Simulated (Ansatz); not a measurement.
System: ZnS, space group P6_3mc (No. 186).

The given structure:
```
CELL_PARAMETERS angstrom
3.84407 0.00000 0.00000
-1.92203 3.32906 0.00000
0.00000 0.00000 6.30464
ATOMIC_POSITIONS crystal
Zn 0.33333 0.66667 0.00027
Zn 0.66667 0.33333 0.50027
S 0.33333 0.66667 0.37473
S 0.66667 0.33333 0.87473
```

Computed with Ansatz 0.2.0: energy, stress and cell of a relaxed crystal along a series of strains, atoms and what the cell freedom names relaxed within the symmetry; plane waves with PAW datasets, Γ-centred k mesh; energies extrapolated to zero smearing. Level: PBE, no spin polarisation.

- wave cutoff: 420 eV
- k mesh: 12×12×4
- occupations: Gaussian
- smearing width: 0.02 eV
- strain kind: isotropic
- cell freedom: cell held, all vectors scaled

Describe the result: the energy change against strain. The strain takes the values −3, −2, −1, 0, 1, 2, 3 %.

The energy rises on both sides of the starting structure, which is therefore a minimum along this path. The energy change is 39.79 meV/atom at strain −3 % and 31.41 meV/atom at 3 %; the lowest computed point is at strain 0 % (0.00 meV/atom).

```tsv
strain (%)	energy change (meV/atom)
-3	39.79
-2	17.20
-1	4.24
0	0.00
1	3.62
2	14.33
3	31.41
```

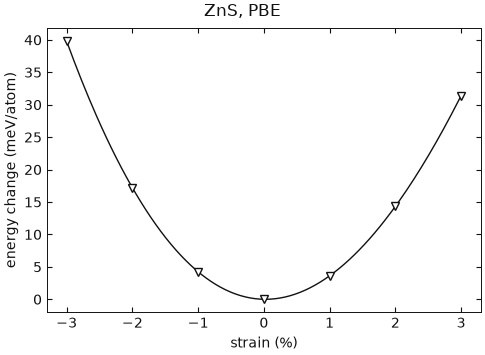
